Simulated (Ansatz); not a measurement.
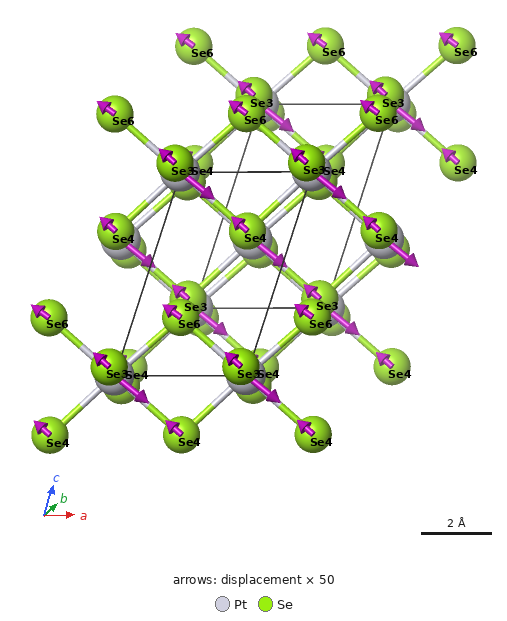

This is a relaxation of a crystal of PtSe2 (set up in P1). The starting structure is drawn; purple arrows show the displacements, magnified 50 times.

Style: ball-and-stick. Shown: the cell of the calculation, from a free direction.

Case: all Se atoms moved 0.04 Å in one direction; relaxed back.

All numbers below come from DFT PBE+D3(BJ), scalar-relativistic, plane waves, PAW in Ansatz.

Input
```yaml
crystal:
  lattice:
    - [3.7717024412, 0.0, 0.0]
    - [1.8858512206, -3.2663901296, -4.821826355]
    - [1.8858512206, 3.2663901296, -4.821826355]
  atoms:
    - { symbol: Pt, position: [-0.0070965052, 1.000839218, 0.0025302809] }
    - { symbol: Pt, position: [0.4929034948, 0.500839218, 0.5025302809] }
    - { symbol: Se, position: [0.1363201263, 0.533475184, 0.1992963193] }
    - { symbol: Se, position: [0.6363201263, 0.033475184, 0.6992963193] }
    - { symbol: Se, position: [0.870776379, 0.465685598, 0.7981733999] }
    - { symbol: Se, position: [0.370776379, 0.965685598, 0.2981733999] }
basis:
  ecutwfc: 420
kpoints:
  mp_grid: { grid: [10, 10, 10] }
hamiltonian:
  xc: pbe
  dispersion: d3bj
scf:
  occupations: { method: gaussian, width: 0.15 }
output:
  forces: true
  stress: true
  eigenvalues: true
relax:
  adjacent_minimum: "off"
  f_tol: 0.01
  max_steps: 80
  cell: { stress_tol: 0.1 }
```

Run as
```bash
ansatz run input.yaml --threads 2 --pin off --max-ram 5120MiB --backend cpu --events-out ev --progress --plain --runs-dir out
```

**Which element moves most?**

Platinum: up to 0.026 Å, against 0.013 Å for selenium.

**What happened in the run?**

Over 3 accepted moves (4 points after the start) the energy falls by 23.5 meV per cell of the calculation. The largest force component goes from 0.44 to 0.0069 eV/Å. Pressure: 0.07 GPa at the start and 0.02 GPa at the end. The SCF was repeated once at an unchanged geometry on a basis and grid sized afresh for the cell, which shifted the energy by less than 0.05 meV per cell of the calculation at most. The largest moves relative to the cell, 0.026 Å, are those of Pt1 and Pt2. Pt1 goes roughly along [2 0 −1]. By element the largest moves are Pt 0.026 Å, Se 0.013 Å. The drawn cell changes at constant volume: a 3.772 → 3.773 Å (0.0 %), b 6.122 → 6.120 Å (0.0 %), c 6.122 → 6.121 Å (0.0 %). Near-neighbour distances that change, for instance: Pt1–Se4 2.565 → 2.526 Å, Pt1–Se6 2.487 → 2.525 Å, Pt1–Se4 (another image) 2.520 → 2.526 Å, Pt1–Se3 2.532 → 2.526 Å. The space group (tolerance 0.01 Å) goes from P1 (No. 1) to P-3m1 (No. 164).
